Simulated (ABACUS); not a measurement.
## Band-structure run, with input and output: PbO (part 2 of 2)

The same run, continued: PbO (P4/nmm, 4 atoms in the cell); Kohn-Sham DFT of a periodic cell, r2SCAN, SG15 ONCV 1.2 PBE, no spin polarisation (ABACUS 3.10.1); cutoff 1360.57 eV, 5×5×4 k-mesh, fermi-dirac of 0.05 eV. The structure derives from an entry of the Crystallography Open Database.

Geometry of the input (Å; fractional positions):
```
3.9900  0.0000  0.0000
0.0000  3.9900  0.0000
0.0000  0.0000  5.0100
Pb 0.5000  0.0000  0.7600
Pb 0.0000  0.5000  0.2400
O  0.5000  0.5000  0.0000
O  0.0000  0.0000  0.0000
```

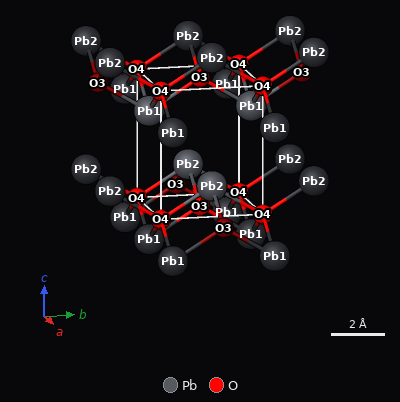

Figure 1. The structure as given in the input (ball-and-stick view of the cell of the calculation, seen slightly off an axis; neighbours outside the cell are drawn fainter; atoms are numbered from 1 in the order of the input). An atom can appear more than once, as a periodic image.

## Output, continued
```
 SETUP EXTENDED REAL SPACE GRID FOR GRID INTEGRATION
                          real space grid = [ 50, 50, 64 ]
                 big cell numbers in grid = [ 10, 10, 16 ]
             meshcell numbers in big cell = [ 5, 5, 4 ]
                        extended fft grid = [ 11, 11, 14 ]
                dimension of extened grid = [ 33, 33, 45 ]
                            UnitCellTotal = 75
              Atom number in sub-FFT-grid = 4
    Local orbitals number in sub-FFT-grid = 62
                                ParaV.nnr = 38493
                                 init_chg = atomic

 LCAO ALGORITHM --------------- ION=   1  ELEC=   1--------------------------------

 Density error is 0.107894352753
----------------------------------------------------------
     Energy           Rydberg                 eV
----------------------------------------------------------
 E_KohnSham     -287.7704190508      -3915.3174149380
 E_Harris       -279.5938387348      -3804.0693324860
 E_Fermi        0.6671397126         9.0769014534
----------------------------------------------------------

 LCAO ALGORITHM --------------- ION=   1  ELEC=   2--------------------------------

 Density error is 0.114606057394
----------------------------------------------------------
     Energy           Rydberg                 eV
----------------------------------------------------------
 E_KohnSham     -287.9800727960      -3918.1699004811
 E_Harris       -297.9358607222      -4053.6253443567
 E_Fermi        0.8364728157         11.3807965162
----------------------------------------------------------

 LCAO ALGORITHM --------------- ION=   1  ELEC=   3--------------------------------

 Density error is 0.0224390510318
----------------------------------------------------------
     Energy           Rydberg                 eV
----------------------------------------------------------
 E_KohnSham     -288.3606654965      -3923.3481298237
 E_Harris       -287.1894357121      -3907.4127310898
 E_Fermi        0.7280211492         9.9052358939
----------------------------------------------------------

 LCAO ALGORITHM --------------- ION=   1  ELEC=   4--------------------------------

 Density error is 0.0193828464741
----------------------------------------------------------
     Energy           Rydberg                 eV
----------------------------------------------------------
 E_KohnSham     -288.3599576668      -3923.3384993068
 E_Harris       -290.0702012259      -3946.6075566790
 E_Fermi        0.7524997973         10.2382849874
----------------------------------------------------------

 LCAO ALGORITHM --------------- ION=   1  ELEC=   5--------------------------------

 Density error is 0.00187840597999
----------------------------------------------------------
     Energy           Rydberg                 eV
----------------------------------------------------------
 E_KohnSham     -288.3673952005      -3923.4396921447
 E_Harris       -288.4755060775      -3924.9106160880
 E_Fermi        0.7381031971         10.0424091931
----------------------------------------------------------

 LCAO ALGORITHM --------------- ION=   1  ELEC=   6--------------------------------

 Density error is 0.000875839766259
----------------------------------------------------------
     Energy           Rydberg                 eV
----------------------------------------------------------
 E_KohnSham     -288.3674882162      -3923.4409576887
 E_Harris       -288.2973950505      -3922.4872912443
 E_Fermi        0.7359472442         10.0130759486
----------------------------------------------------------

 LCAO ALGORITHM --------------- ION=   1  ELEC=   7--------------------------------

 Density error is 8.14611980172e-05
----------------------------------------------------------
     Energy           Rydberg                 eV
----------------------------------------------------------
 E_KohnSham     -288.3675013991      -3923.4411370502
 E_Harris       -288.3742647883      -3923.5331576814
 E_Fermi        0.7367355651         10.0238016050
----------------------------------------------------------

 LCAO ALGORITHM --------------- ION=   1  ELEC=   8--------------------------------

 Density error is 4.3004615029e-05
----------------------------------------------------------
     Energy           Rydberg                 eV
----------------------------------------------------------
 E_KohnSham     -288.3675015686      -3923.4411393567
 E_Harris       -288.3643743647      -3923.3985915650
 E_Fermi        0.7366397943         10.0224985757
----------------------------------------------------------

 LCAO ALGORITHM --------------- ION=   1  ELEC=   9--------------------------------

 Density error is 2.01267807833e-06
----------------------------------------------------------
     Energy           Rydberg                 eV
----------------------------------------------------------
 E_KohnSham     -288.3675015917      -3923.4411396709
 E_Harris       -288.3674112310      -3923.4399102509
 E_Fermi        0.7366730282         10.0229507460
----------------------------------------------------------

 LCAO ALGORITHM --------------- ION=   1  ELEC=  10--------------------------------

 Density error is 2.95542288225e-07
----------------------------------------------------------
     Energy           Rydberg                 eV
----------------------------------------------------------
 E_KohnSham     -288.3675015917      -3923.4411396713
 E_Harris       -288.3674760411      -3923.4407920377
 E_Fermi        0.7366740619         10.0229648110
----------------------------------------------------------

 LCAO ALGORITHM --------------- ION=   1  ELEC=  11--------------------------------

 Density error is 4.1543478823e-08
----------------------------------------------------------
     Energy           Rydberg                 eV
----------------------------------------------------------
 E_KohnSham     -288.3675015917      -3923.4411396714
 E_KS(sigma->0) -288.3675015917      -3923.4411396713
 E_Harris       -288.3675035164      -3923.4411658585
 E_band         -6.0223936514        -81.9388692587
 E_one_elec     -90.7389951619       -1234.5673649962
 E_Hartree      70.4081940006        957.9526242980
 E_xc           -40.8986973514       -556.4553247567
 E_Ewald        -227.1380030790      -3090.3710742163
 E_entropy(-TS) -0.0000000000        -0.0000000002
 E_descf        0.0000000000         0.0000000000
 E_exx          0.0000000000         0.0000000000
 E_Fermi        0.7366743041         10.0229681059
----------------------------------------------------------

 charge density convergence is achieved
 final etot is -3923.4411397 eV
 EFERMI = 10.022968106 eV
The vacuum level is 11.247771996 eV

 STATE ENERGY(eV) AND OCCUPATIONS    NSPIN == 1
 1/18 kpoint (Cartesian) = 0.0000 0.0000 0.0000 (2251 pws)
       1       -10.2561      0.0200000
       2       -9.45295      0.0200000
       3       -6.76081      0.0200000
       4       -6.76081      0.0200000
       5       -6.69152      0.0200000
       6       -6.68759      0.0200000
       7       -6.59621      0.0200000
       8       -6.52356      0.0200000
       9       -6.51466      0.0200000
      10       -6.51466      0.0200000
      11       -6.49235      0.0200000
      12       -5.52857      0.0200000
      13        1.52042      0.0200000
      14        1.95409      0.0200000
      15        4.97674      0.0200000
      16        4.97674      0.0200000
      17        7.59564      0.0200000
      18        7.63343      0.0200000
      19        7.63343      0.0200000
      20        9.04369      0.0200000
      21        11.6484    1.52415e-16
      22        14.9819    1.69073e-45
      23        15.0922    1.86345e-46
      24        15.0922    1.86345e-46
      25        16.0588    7.49007e-55
      26        16.0588    7.49007e-55
      27        17.9608    2.25963e-71
      28        18.8984    1.62038e-79
      29        20.2750        0.00000
      30        24.4456        0.00000

 2/18 kpoint (Cartesian) = 0.050125 0.0000 0.0000 (2282 pws)
       1       -10.1557      0.0800000
       2       -9.50812      0.0800000
       3       -6.73965      0.0800000
       4       -6.73963      0.0800000
       5       -6.66454      0.0800000
       6       -6.66038      0.0800000
       7       -6.60600      0.0800000
       8       -6.53339      0.0800000
       9       -6.52819      0.0800000
      10       -6.51048      0.0800000
      11       -6.43684      0.0800000
      12       -5.59790      0.0800000
      13        1.38069      0.0800000
      14        1.93925      0.0800000
      15        5.11554      0.0800000
      16        5.21963      0.0800000
      17        6.90565      0.0800000
      18        7.36724      0.0800000
      19        7.48822      0.0800000
      20        8.97409      0.0800000
      21        12.5783    5.10282e-24
      22        13.3397    1.24254e-30
      23        15.2113    6.88382e-47
      24        15.3006    1.15305e-47
      25        15.8701    1.30431e-52
      26        16.2025    1.69185e-55
      27        18.4537    4.72999e-75
      28        21.0824        0.00000
      29        21.9359        0.00000
      30        23.6994        0.00000

 3/18 kpoint (Cartesian) = 0.10025 0.0000 0.0000 (2289 pws)
       1       -9.91960      0.0800000
       2       -9.67356      0.0800000
       3       -6.68894      0.0800000
       4       -6.68745      0.0800000
       5       -6.64765      0.0800000
       6       -6.63469      0.0800000
       7       -6.58396      0.0800000
       8       -6.55138      0.0800000
       9       -6.54346      0.0800000
      10       -6.53539      0.0800000
      11       -6.20704      0.0800000
      12       -5.85124      0.0800000
      13        1.32151      0.0800000
      14        1.66121      0.0800000
      15        5.65997      0.0800000
      16        5.86349      0.0800000
      17        6.41545      0.0800000
      18        6.68150      0.0800000
      19        7.15216      0.0800000
      20        8.08241      0.0800000
      21        12.6591    1.01467e-24
      22        12.9297    4.52479e-27
      23        15.6430    1.22410e-50
      24        15.8262    3.13962e-52
      25        16.2601    5.34280e-56
      26        16.4289    1.82888e-57
      27        19.6504    1.90699e-85
      28        21.7794        0.00000
      29        22.9358        0.00000
      30        23.2683        0.00000

 4/18 kpoint (Cartesian) = 0.050125 0.050125 0.0000 (2289 pws)
       1       -10.0700      0.0800000
       2       -9.54846      0.0800000
       3       -6.74391      0.0800000
       4       -6.68874      0.0800000
       5       -6.64692      0.0800000
       6       -6.63430      0.0800000
       7       -6.61481      0.0800000
       8       -6.53456      0.0800000
       9       -6.52298      0.0800000
      10       -6.50225      0.0800000
      11       -6.39499      0.0800000
      12       -5.64874      0.0800000
      13        1.18456      0.0800000
      14        1.82103      0.0800000
      15        4.97632      0.0800000
      16        5.84234      0.0800000
      17        6.51187      0.0800000
      18        6.78152      0.0800000
      19        7.98945      0.0800000
      20        8.80986      0.0800000
      21        12.9391    3.75145e-27
      22        13.1830    2.85541e-29
      23        14.0769    4.90798e-37
      24        14.4875    1.33219e-40
      25        16.6067    5.21543e-59
      26        16.6551    1.98356e-59
      27        19.1586    3.56216e-81
      28        20.9122        0.00000
      29        22.2953        0.00000
      30        24.0608        0.00000

 5/18 kpoint (Cartesian) = 0.10025 0.050125 0.0000 (2301 pws)
       1       -9.87274       0.160000
       2       -9.67528       0.160000
       3       -6.68897       0.160000
       4       -6.65149       0.160000
       5       -6.63631       0.160000
       6       -6.63484       0.160000
       7       -6.56583       0.160000
       8       -6.53233       0.160000
       9       -6.52463       0.160000
      10       -6.51595       0.160000
      11       -6.18162       0.160000
      12       -5.85811       0.160000
      13        1.02971       0.160000
      14        1.37276       0.160000
      15        5.37753       0.160000
      16        6.10776       0.160000
      17        6.63090       0.160000
      18        6.66910       0.160000
      19        7.80211       0.160000
      20        8.02909       0.160000
      21        12.2497    7.30035e-21
      22        12.4332    1.85654e-22
      23        14.7054    3.41432e-42
      24        15.0120    7.41281e-45
      25        16.9534    1.01605e-61
      26        17.2353    3.62138e-64
      27        19.1468    9.02741e-81
      28        19.3957    6.21474e-83
      29        23.4016        0.00000
      30        24.1376        0.00000

 6/18 kpoint (Cartesian) = 0.10025 0.10025 0.0000 (2303 pws)
       1       -9.77713      0.0800000
       2       -9.70275      0.0800000
       3       -6.66411      0.0800000
       4       -6.66279      0.0800000
       5       -6.61203      0.0800000
       6       -6.57696      0.0800000
       7       -6.51721      0.0800000
       8       -6.50912      0.0800000
       9       -6.50171      0.0800000
      10       -6.48267      0.0800000
      11       -6.08116      0.0800000
      12       -5.92961      0.0800000
      13       0.630945      0.0800000
      14       0.795607      0.0800000
      15        5.57031      0.0800000
      16        5.91975      0.0800000
      17        6.95102      0.0800000
      18        7.63551      0.0800000
      19        7.76888      0.0800000
      20        8.26231      0.0800000
      21        11.0949    3.91086e-11
      22        11.1789    7.28397e-12
      23        14.6479    5.38577e-42
      24        14.9572    1.10901e-44
      25        17.3221    3.18702e-65
      26        17.6763    2.67393e-68
      27        18.6950    3.78840e-77
      28        18.8251    2.81246e-78
      29        22.5716        0.00000
      30        22.9700        0.00000

[... levels at 12 further k points ...]

 correction force for each atom along direction 1 is 1.01846e-14
 correction force for each atom along direction 2 is -1.18677e-14
 correction force for each atom along direction 3 is 4.07174e-14
------------------------------------------------------------------------------------------
 TOTAL-FORCE (eV/Angstrom)
------------------------------------------------------------------------------------------
                       Pb1         0.0000000000         0.0000000000        -0.2735023313
                       Pb2         0.0000000000         0.0000000000         0.2735023313
                        O1         0.0000000000         0.0000000000         0.0000000000
                        O2         0.0000000000         0.0000000000         0.0000000000
------------------------------------------------------------------------------------------

----------------------------------------------------------------
 TOTAL-STRESS (KBAR)
----------------------------------------------------------------
        35.2767106201         0.0000000000         0.0000000000
         0.0000000000        35.2767106201         0.0000000000
         0.0000000000         0.0000000000        16.8721038553
----------------------------------------------------------------
 TOTAL-PRESSURE: 29.141842 KBAR

 --------------------------------------------
 !FINAL_ETOT_IS -3923.4411396713771865 eV
 --------------------------------------------
```

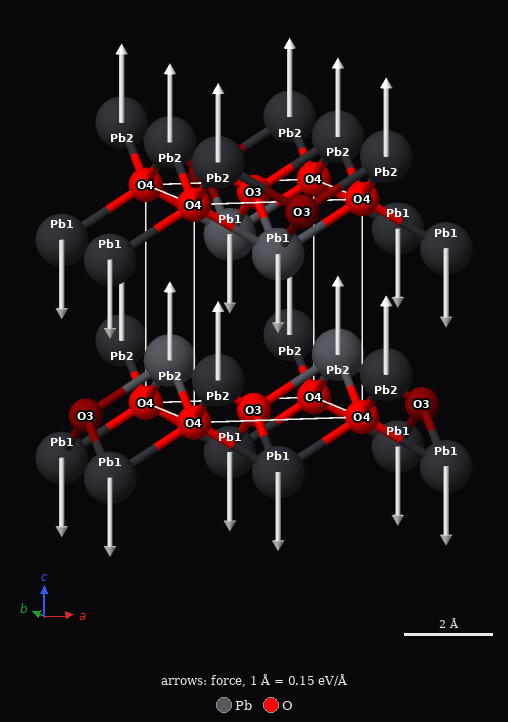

Figure 2. Forces on the atoms as white arrows (ball-and-stick view of the cell of the calculation, seen slightly off an axis; neighbours outside the cell are drawn fainter; atoms are numbered from 1 in the order of the input). The largest act on Pb1, Pb2 (0.27 eV/Å). The geometry is not a stationary point of this energy.

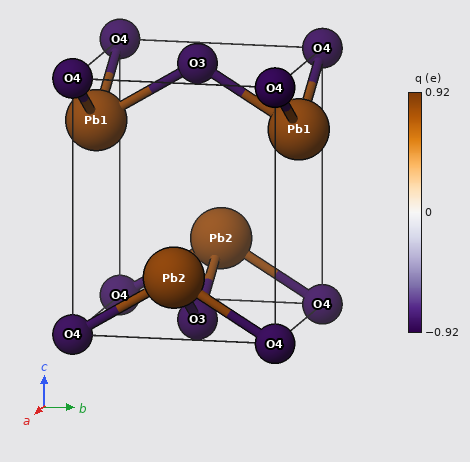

Figure 3. Mulliken charges, as the colour of each atom (ball-and-stick view of the cell of the calculation, seen slightly off an axis; atoms are numbered from 1 in the order of the input; Mulliken charges depend strongly on the basis). By element: Pb +0.87 and O −0.87 e.

## Key numbers

```json
{"quantity": "outcome", "value": "converged"}
{"quantity": "space group (tolerance 0.01 Å)", "value": "P4/nmm (129)"}
{"quantity": "electrons treated", "value": "40"}
{"quantity": "free energy", "value": "−3923.4411 eV"}
{"quantity": "Fermi energy", "value": "10.023 eV"}
{"quantity": "gap on the k-point mesh", "value": "2.05 eV"}
{"quantity": "pressure", "value": "2.91 GPa"}
{"quantity": "largest force (length of the vector)", "value": "0.274 eV/Å"}
{"quantity": "hardware", "value": "4 threads of Intel Xeon @ 2.50GHz (Skylake/Cascade Lake), 32 GiB of memory available, shared host"}
{"quantity": "wall time", "value": "31 s (CPU time 2 min)"}
{"quantity": "peak memory", "value": "0.44 GiB"}
```

## Notes

Points of doubt noted for this run: home made orbitals. Spin–orbit coupling is left out, which matters for Pb.
